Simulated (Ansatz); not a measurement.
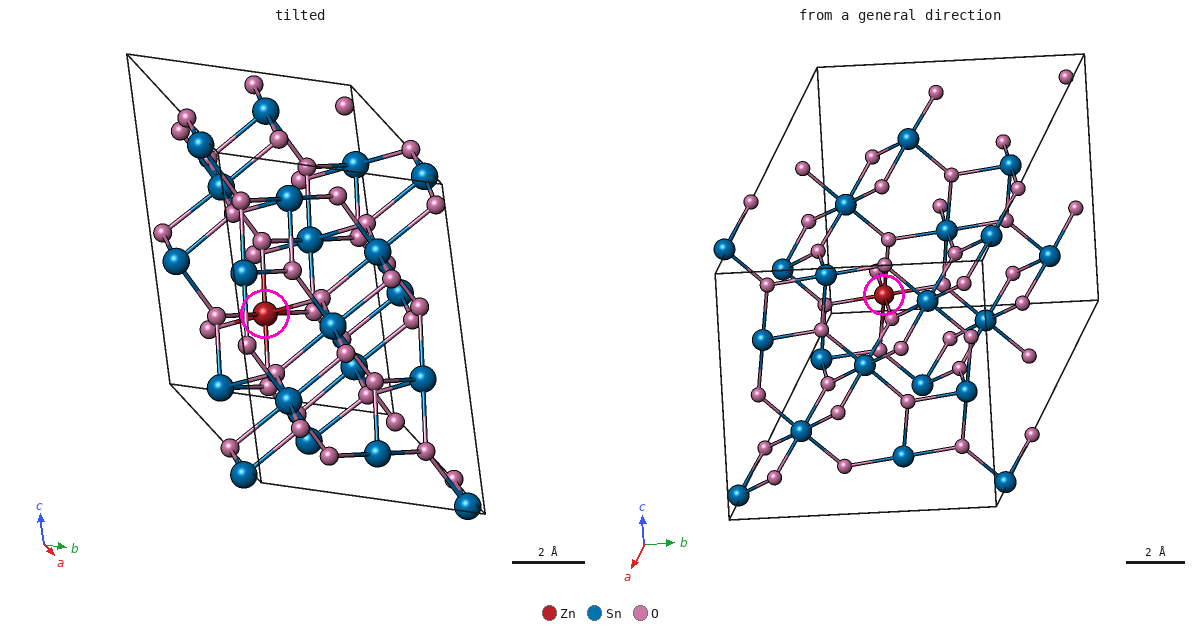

A ball-and-stick rendering, viewed slightly off an axis and from a general direction. Thin lines show the supercell, with boundary atoms drawn in all their periodic places. The host is SnO2, in a cell of 48 sites, and the cell is neutral. A ring marks the defect's site.

Describe the defect.

Answer. Zinc on a tin site (a substitutional impurity). It is bonded to six O in a distorted octahedral arrangement at about 2.1 Å.

The atoms were relaxed in the host's cell with DFT PBE, scalar-relativistic, plane waves, PAW in Ansatz 0.2.0.
